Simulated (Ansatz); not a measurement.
# Run report: W, geometry relaxation (part 2 of 2)

W (slab, 3 atoms in the cell); DFT PBEsol, scalar-relativistic, plane waves, PAW, no spin polarisation (Ansatz 0.2.0); cutoff 420 eV, 11×11×1 k-mesh, Gaussian smearing of 0.1 eV. The structure derives from an entry of the Crystallography Open Database. The input holds or restrains some coordinates.

Geometry of the input (Å; fractional positions):
```
2.7318  0.0000  0.0000
-0.9106  2.5755  0.0000
0.0000  0.0000  18.4609
W  0.5000  0.5000  0.3792
W  0.0000  0.0000  0.5000
W  0.5000  0.5000  0.6208
```

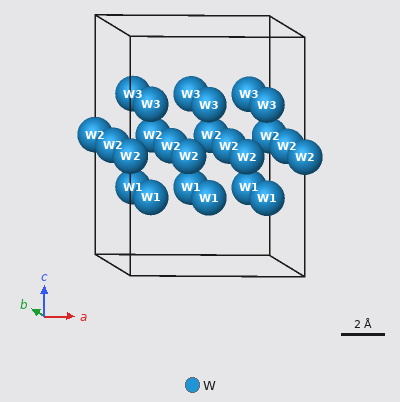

The geometry at step 1 of the log (spheres-only view of the 3 × 2 repeat of the cell, with the vacuum cut short, seen slightly off an axis; atoms are numbered from 1 in the order of the input).

**Output, continued**
```
SCF iter   1: F=—  HF=-30766.536794 eV  |F-HF|=—  |Δ(HF+E_count)|=         —  Δρ=1.33e-2  dr2=9.97e-1  ethr=2.36e-3  p=-0.000 e·Å  D=-1.30e-7 V/Å  ΔV_dip=0.00 eV  dr2_dipole=2.23e-1  V_vac-E_F(+/−)=5.10/5.10 eV  ⟨swp⟩=1.4  Hψ=4544  notcnv=0  defer=11
efield: sawtooth ramp at fractional position 0.9800 (handed on by an earlier solve), width 0.0400; the density the first Hamiltonian is built on has a dipole p = -0.000 e·Å; the dipole correction subtracts the counter field D = -1.30e-7 V/Å, which shifts the + side's vacuum level by +0.00 eV against the − side's; the planar-averaged density in the ramp window peaks in size at 6.0e-6 e/Å³
preconditioner: auto → LDOS  [metal: Δε(μ)=0.023 eV  Ē_g=4.849 eV  σ=0.100 eV  W_gap=0.13  n_scr=12 (ndim 8)  ℏωp=13.8 eV  f_vac=0.548  D(μ)=2.52/eV (n_scr^D=10)  β→1.0]
SCF iter   2: F=—  HF=-30766.508105 eV  |F-HF|=—  |Δ(HF+E_count)|=   2.87e-2  Δρ=7.19e-3  dr2=3.90e-1  ethr=2.36e-3  p=0.012 e·Å  D=1.65e-2 V/Å  ΔV_dip=-0.31 eV  dr2_dipole=1.85e-7  V_vac-E_F(+/−)=4.72/5.03 eV  ⟨swp⟩=2.8  Hψ=1575  notcnv=0  defer=11
SCF iter   3: F=—  HF=-30766.470177 eV  |F-HF|=—  |Δ(HF+E_count)|=   3.79e-2  Δρ=2.18e-3  dr2=2.62e-2  ethr=9.28e-4  p=0.004 e·Å  D=6.22e-3 V/Å  ΔV_dip=-0.11 eV  dr2_dipole=2.87e-3  V_vac-E_F(+/−)=4.93/5.05 eV  ⟨swp⟩=2.8  Hψ=1730  notcnv=0  defer=15
SCF iter   4: F=—  HF=-30766.466061 eV  |F-HF|=—  |Δ(HF+E_count)|=   4.12e-3  Δρ=6.45e-4  dr2=1.95e-3  ethr=6.23e-5  p=0.005 e·Å  D=6.74e-3 V/Å  ΔV_dip=-0.12 eV  dr2_dipole=1.26e-6  V_vac-E_F(+/−)=4.92/5.04 eV  ⟨swp⟩=3.2  Hψ=1706  notcnv=0  defer=15
SCF iter   5: F=—  HF=-30766.465804 eV  |F-HF|=—  |Δ(HF+E_count)|=   2.57e-4  Δρ=2.11e-4  dr2=9.22e-5  ethr=4.64e-6  p=0.004 e·Å  D=5.59e-3 V/Å  ΔV_dip=-0.10 eV  dr2_dipole=3.65e-6  V_vac-E_F(+/−)=4.93/5.03 eV  ⟨swp⟩=2.7  Hψ=1393  notcnv=0  defer=15
SCF iter   6: F=-30766.465833 eV  HF=-30766.465833 eV  |F-HF|=3.09e-7  |Δ(HF+E_count)|=   2.83e-5  Δρ=6.72e-5  dr2=1.09e-5  ethr=7.35e-8  p=0.003 e·Å  D=4.70e-3 V/Å  ΔV_dip=-0.09 eV  dr2_dipole=7.75e-8  V_vac-E_F(+/−)=4.94/5.03 eV  ⟨swp⟩=21.6  Hψ=11441  notcnv=0
SCF 2 converged in 6 iterations: F = -30766.465833 eV  dr2 = 1.09e-5
  Residual-converged pass: ⟨swp⟩=1.0  Hψ=1081  notcnv=0  max |occ|·‖R‖ = 7.0e-9 eV (tolerance 1.0e-8 eV)  dr2=1.09e-5  dr2_onsite=4.73e-8  max |Δocc| = 2.6e-10
  greatest PAW one-centre occupation: 1.000 electrons in one spin orbital (limit 2), on the W atom at site 0 (counted from 0), in its partial waves of l = 0
relax step   2: F+E_penalty+E_count = -30766.46583298 eV  Δ(F+E_penalty+E_count) = -3.915e-2 eV  max|allowed force component| = 5.579e-1 eV/Å  Δτ_max = 0.1986 Å  (6 SCF iters, dr2 threshold 3.09e-5 eV, accepted)
SCF iter   1: F=—  HF=-30766.485664 eV  |F-HF|=—  |Δ(HF+E_count)|=         —  Δρ=3.31e-3  dr2=4.93e-2  ethr=1.36e-3  p=0.003 e·Å  D=4.70e-3 V/Å  ΔV_dip=-0.09 eV  dr2_dipole=4.76e-3  V_vac-E_F(+/−)=4.94/5.02 eV  ⟨swp⟩=3.8  Hψ=2197  notcnv=0  defer=15
efield: sawtooth ramp at fractional position 0.9800 (handed on by an earlier solve), width 0.0400; the density the first Hamiltonian is built on has a dipole p = 0.003 e·Å; the dipole correction subtracts the counter field D = 4.70e-3 V/Å, which shifts the + side's vacuum level by -0.09 eV against the − side's; the planar-averaged density in the ramp window peaks in size at 2.7e-6 e/Å³
preconditioner: auto → LDOS  [metal: Δε(μ)=0.013 eV  Ē_g=4.758 eV  σ=0.100 eV  W_gap=0.07  n_scr=12 (ndim 8)  ℏωp=13.8 eV  f_vac=0.544  D(μ)=2.40/eV (n_scr^D=10)  β→1.0]
SCF iter   2: F=—  HF=-30766.484262 eV  |F-HF|=—  |Δ(HF+E_count)|=   1.40e-3  Δρ=2.29e-3  dr2=3.62e-2  ethr=1.17e-4  p=-0.000 e·Å  D=-6.02e-4 V/Å  ΔV_dip=0.01 eV  dr2_dipole=4.56e-4  V_vac-E_F(+/−)=5.04/5.03 eV  ⟨swp⟩=2.7  Hψ=1780  notcnv=0  defer=15
SCF iter   3: F=—  HF=-30766.480116 eV  |F-HF|=—  |Δ(HF+E_count)|=   4.15e-3  Δρ=5.46e-4  dr2=1.90e-3  ethr=8.63e-5  p=0.001 e·Å  D=1.76e-3 V/Å  ΔV_dip=-0.03 eV  dr2_dipole=5.44e-4  V_vac-E_F(+/−)=4.99/5.03 eV  ⟨swp⟩=2.1  Hψ=1291  notcnv=0  defer=15
SCF iter   4: F=—  HF=-30766.479815 eV  |F-HF|=—  |Δ(HF+E_count)|=   3.01e-4  Δρ=1.82e-4  dr2=1.98e-4  ethr=4.53e-6  p=0.000 e·Å  D=4.86e-4 V/Å  ΔV_dip=-0.01 eV  dr2_dipole=8.81e-6  V_vac-E_F(+/−)=5.01/5.02 eV  ⟨swp⟩=3.2  Hψ=1661  notcnv=0  defer=15
SCF iter   5: F=-30766.479783 eV  HF=-30766.479791 eV  |F-HF|=8.48e-6  |Δ(HF+E_count)|=   2.43e-5  Δρ=6.03e-5  dr2=1.23e-5  ethr=4.63e-8  p=0.000 e·Å  D=6.27e-4 V/Å  ΔV_dip=-0.01 eV  dr2_dipole=2.16e-7  V_vac-E_F(+/−)=5.01/5.02 eV  ⟨swp⟩=18.2  Hψ=10807  notcnv=0
SCF 3 converged in 5 iterations: F = -30766.479783 eV  dr2 = 1.23e-5
relax step   3: F+E_penalty+E_count = -30766.47978273 eV  Δ(F+E_penalty+E_count) = -1.395e-2 eV  max|allowed force component| = 8.784e-2 eV/Å  Δτ_max = 0.0505 Å  (5 SCF iters, dr2 threshold 1.95e-5 eV, accepted)
SCF iter   1: F=—  HF=-30766.480141 eV  |F-HF|=—  |Δ(HF+E_count)|=         —  Δρ=3.84e-4  dr2=7.97e-4  ethr=9.59e-6  p=0.000 e·Å  D=6.27e-4 V/Å  ΔV_dip=-0.01 eV  dr2_dipole=6.67e-5  V_vac-E_F(+/−)=5.01/5.02 eV  ⟨swp⟩=2.1  Hψ=1833  notcnv=0
efield: sawtooth ramp at fractional position 0.9800 (handed on by an earlier solve), width 0.0400; the density the first Hamiltonian is built on has a dipole p = 0.000 e·Å; the dipole correction subtracts the counter field D = 6.27e-4 V/Å, which shifts the + side's vacuum level by -0.01 eV against the − side's; the planar-averaged density in the ramp window peaks in size at 2.7e-6 e/Å³
preconditioner: auto → LDOS  [metal: Δε(μ)=0.036 eV  Ē_g=4.760 eV  σ=0.100 eV  W_gap=0.20  n_scr=12 (ndim 8)  ℏωp=13.8 eV  f_vac=0.544  D(μ)=2.32/eV (n_scr^D=10)  β→1.0]
SCF iter   2: F=—  HF=-30766.480127 eV  |F-HF|=—  |Δ(HF+E_count)|=   1.37e-5  Δρ=2.92e-4  dr2=4.37e-4  ethr=1.90e-6  p=-0.000 e·Å  D=-3.67e-4 V/Å  ΔV_dip=0.01 eV  dr2_dipole=4.36e-8  V_vac-E_F(+/−)=5.02/5.01 eV  ⟨swp⟩=2.6  Hψ=1656  notcnv=0  defer=1
SCF iter   3: F=—  HF=-30766.480050 eV  |F-HF|=—  |Δ(HF+E_count)|=   7.78e-5  Δρ=4.29e-5  dr2=2.53e-6  ethr=1.04e-6  p=0.000 e·Å  D=4.90e-5 V/Å  ΔV_dip=-0.00 eV  dr2_dipole=5.78e-8  V_vac-E_F(+/−)=5.01/5.01 eV  ⟨swp⟩=2.8  Hψ=1643  notcnv=0  defer=1
SCF iter   4: F=—  HF=-30766.480048 eV  |F-HF|=—  |Δ(HF+E_count)|=   1.49e-6  Δρ=1.50e-5  dr2=3.79e-7  ethr=6.02e-9  p=0.000 e·Å  D=8.69e-6 V/Å  ΔV_dip=-0.00 eV  dr2_dipole=2.06e-8  V_vac-E_F(+/−)=5.01/5.01 eV  ⟨swp⟩=2.5  Hψ=1671  notcnv=0  defer=1
SCF iter   5: F=-30766.480048 eV  HF=-30766.480048 eV  |F-HF|=3.13e-8  |Δ(HF+E_count)|=   2.42e-7  Δρ=4.50e-6  dr2=8.32e-8  ethr=2.38e-10  p=0.000 e·Å  D=4.73e-6 V/Å  ΔV_dip=-0.00 eV  dr2_dipole=7.70e-11  V_vac-E_F(+/−)=5.01/5.01 eV  ⟨swp⟩=16.1  Hψ=8445  notcnv=0
SCF 4 converged in 5 iterations: F = -30766.480048 eV  dr2 = 8.32e-8
  greatest PAW one-centre occupation: 1.000 electrons in one spin orbital (limit 2), on the W atom at site 2 (counted from 0), in its partial waves of l = 0
relax step   4: F+E_penalty+E_count = -30766.48004825 eV  Δ(F+E_penalty+E_count) = -2.655e-4 eV  max|allowed force component| = 2.829e-3 eV/Å  Δτ_max = 0.0035 Å  (5 SCF iters, accepted)
WARN: The output density's exchange-correlation potential varies sharply where the density is thin. Do not read a vacuum level from v_tot or v_xc, or from such a field of the output density. On a cell that repeats whose density bears no net charge and no dipole along the vacuum's axis use v_es (v_loc + v_h of the components); under efield.dipole_correction with no amplitude use v_es + v_field, which holds any external_charges[].barrier, or the levels of the report's work_function block, which leave it out; under a non-zero efield.amplitude the vacuum is tilted and has no level; on a cell that repeats and bears such a dipole with no correction it is tilted too, and efield.dipole_correction with no amplitude gives each side of its ramp a level where efield: is served; in a cell that repeats whose density bears a net charge (total_charge, or a fill off its count) it is curved and has none; of a slab under crystal.periodic whose density bears no net charge use v_es, which has a level on each side, short of where the two are joined; of another it falls or rises all the way out and has none; of a slab beside external_charges read slab_vacuum_level instead, which it has where they leave it neutral. The grid or the basis barely resolves most such structure, and the values can differ between equally converged runs; as a rule a tighter scf.convergence.dr2_threshold does not remove it. Where the density itself ripples (under the LDA too) a higher basis.ecutwfc lessens it. The files hold the spikes' plane waves up to the density's cutoff. Files: v_tot_of_output_density and the like, and their columns of v_z.tsv (output.write_potential); v_xc_of_output_density and the like, and their columns of v_comp_z.tsv (output.write_potential_components). Measured: with its Gaussian average of σ = 0.25 Å subtracted twice, the exchange-correlation potential is over 0.1 eV at 945 of the grid points where the equally averaged density (valence and model cores) is under 1e-3 e/Å³, and 0.970 eV at the most among them, at an averaged density of 1.3e-7 e/Å³. The input density's (outcome.potential() and, of a run that writes arrays, v_tot and v_xc) is over 0.1 eV, so measured, at 107 points of its own thin density, 0.185 eV at the most. See output.write_potential in the manual, Limitations
SCF converged after 5 iterations
Free energy (F): -30766.480048 eV
Harris-Foulkes:  -30766.480048 eV  (|F-HF|=3.13e-8)
Internal energy: -30766.468434 eV  (E = F + TS)
E sigma→0 (E₀):  -30766.474241 eV
Entropy (-TS):   -0.011614 eV (-3.871 meV/atom)
Fermi energy:    5.088447 eV
Dipole field:    D = 0.000019 V/Å  (p = 0.000014 e·Å, saw-weighted, corrected)
Work function:   Φ+ = 5.0124 eV   Φ− = 5.0127 eV
Levels:          The Fermi level and band energies are counted from a zero that moves with the ramp; work functions are not
--- Per-component energies (eV) ---
  E_band       = -966.818689
  E_kinetic    = 1345.567176
  E_local      = -32168.410452  (includes V_loc(G=0)·N_el)
  E_nonlocal   = 12.275874
  E_hartree    = 15468.046487
  E_xc         = -791.669803
  E_vxc        = -710.732614  (∫ρ·V_xc dr)
  E_paw        = -25308.502520  (= ΣΔE_a)
  E_vpaw       = -381.581080  (= ΣTr[D̂ρ^β])
  E_aug_tail   = -0.000182  (compensation charges beyond the density's cutoff)
  E_efield     = 0.000000  (sawtooth field / dipole correction)
  E_vefield    = 0.000059  (∫n·V_field dr)
  E_ewald      = 10675.559610
  E_core_change = 0.665377  (= ΣΔE_core)
  E_smearing   = -0.011614  (= −TS)
  E_closure    = -0.000000  (closes the sum)
  Σ components = -30766.480048   (vs F -30766.480048, Δ=0.00e0)
--- Forces (eV/Å), atoms counted from 1 ---
  atom   1  W      0.00000000     0.00000000    -0.00229791
  atom   2  W      0.00000000     0.00000000    -0.00058631
  atom   3  W      0.00000000     0.00000000     0.00282931
  max |Σ_I F_I| component: 5.49e-5 eV/Å
--- Band table (eV; the first three rows and the last of 36) ---
  k-point 0: bands = ["-68.8720", "-68.7099", "-68.6833", "-33.6868", "-33.1368", "-32.8588", "-32.5720", "-32.5532", "-32.4758", "-32.3697", "-32.2844", "-32.2842", "-3.7105", "-1.5179", "-1.0196", "1.7418", "2.9653", "3.6118", "3.8031", "4.0275", "4.4717", "4.5198", "5.9472", "6.9645", "7.2103", "7.2305"]
  k-point 1: bands = ["-68.8646", "-68.7044", "-68.6796", "-33.6627", "-33.1730", "-32.8546", "-32.6428", "-32.5963", "-32.4570", "-32.4222", "-32.3218", "-32.3165", "-3.4196", "-1.2378", "-0.7188", "1.7998", "2.9882", "3.3271", "3.7558", "4.1189", "4.2568", "4.8019", "5.4920", "6.8286", "6.9126", "7.2433"]
  k-point 2: bands = ["-68.8444", "-68.6895", "-68.6697", "-33.5985", "-33.2894", "-32.8688", "-32.8037", "-32.7065", "-32.5703", "-32.4997", "-32.3537", "-32.3480", "-2.6381", "-0.5785", "0.0364", "1.8920", "2.8192", "3.1167", "3.3610", "3.7112", "4.4005", "4.9651", "5.6271", "6.7224", "6.8106", "7.3006"]
  k-point 35: bands = ["-68.7395", "-68.5906", "-68.5743", "-33.7616", "-33.3948", "-33.3446", "-33.3219", "-33.3038", "-32.9403", "-32.9311", "-32.8029", "-32.5391", "-0.6635", "-0.1169", "-0.0844", "0.8751", "2.0630", "2.2564", "5.1054", "5.2751", "6.0516", "6.6855", "7.2954", "8.3522", "8.8044", "10.0400"]
--- Relaxed structure (4 steps of the walk, 4 accepted, 0 SCFs on fresh bases) ---
  F+E_penalty+E_count = -30766.48004825 eV   max|allowed force component| = 2.829e-3 eV/Å
  atoms:
    - { symbol: W, position: [0.5, 0.49999999999999994, 0.3791789771] }
    - { symbol: W, position: [8.606144127018137e-39, 4.510523863968652e-50, 0.49607192860673915] }
    - { symbol: W, position: [0.5, 0.49999999999999994, 0.6129620297198461] }
```

**Trajectory as extended XYZ (Å, eV, eV/Å), 4 frames, from step=1 to step=4**
```
3
Lattice="2.7318 0.0000 0.0000 -0.9106 2.5755 0.0000 0.0000 0.0000 18.4609" Properties=species:S:1:pos:R:3:forces:R:3 step=1 energy=-30766.42668
W     0.9106    1.2878    7.0000    0.0000   0.0000   0.7030
W     0.0000    0.0000    9.2305    0.0000   0.0000   0.0000
W     0.9106    1.2878   11.4609    0.0000   0.0000  -0.7030
3
Lattice="2.7318 0.0000 0.0000 -0.9106 2.5755 0.0000 0.0000 0.0000 18.4609" Properties=species:S:1:pos:R:3:forces:R:3 step=2 energy=-30766.46583
W     0.9106    1.2878    7.0000    0.0000   0.0000  -0.0761
W     0.0000    0.0000    9.1561    0.0000   0.0000  -0.4810
W     0.9106    1.2878   11.2624    0.0000   0.0000   0.5579
3
Lattice="2.7318 0.0000 0.0000 -0.9106 2.5755 0.0000 0.0000 0.0000 18.4609" Properties=species:S:1:pos:R:3:forces:R:3 step=3 energy=-30766.47978
W     0.9106    1.2878    7.0000    0.0000   0.0000   0.0257
W     0.0000    0.0000    9.1615    0.0000   0.0000  -0.0878
W     0.9106    1.2878   11.3129    0.0000   0.0000   0.0607
3
Lattice="2.7318 0.0000 0.0000 -0.9106 2.5755 0.0000 0.0000 0.0000 18.4609" Properties=species:S:1:pos:R:3:forces:R:3 step=4 energy=-30766.48005
W     0.9106    1.2878    7.0000    0.0000   0.0000  -0.0023
W     0.0000    0.0000    9.1580    0.0000   0.0000  -0.0006
W     0.9106    1.2878   11.3159    0.0000   0.0000   0.0028
```

**Key numbers**

```csv
quantity,value
outcome,converged under the restraints of the input
electrons treated,42
free energy,−30766.4800 eV
"work function, top face",5.01 eV
"work function, bottom face",5.01 eV
Fermi energy,5.088 eV
gap on the k-point mesh,none (metallic)
final volume,129.89 Å³
work function (upper face),5.01 eV
"largest force (length of the vector) at the end, held atoms and coordinates included",0.003 eV/Å
hardware,"1 thread of Intel Xeon @ 2.90GHz (Ice Lake), 128 GiB of memory available, shared host"
wall time,67 s
peak memory,0.53 GiB
```

**Remarks**

Warnings of the run: the exchange-correlation potential is rough where the density is thin. Spin–orbit coupling is left out, which matters for W.
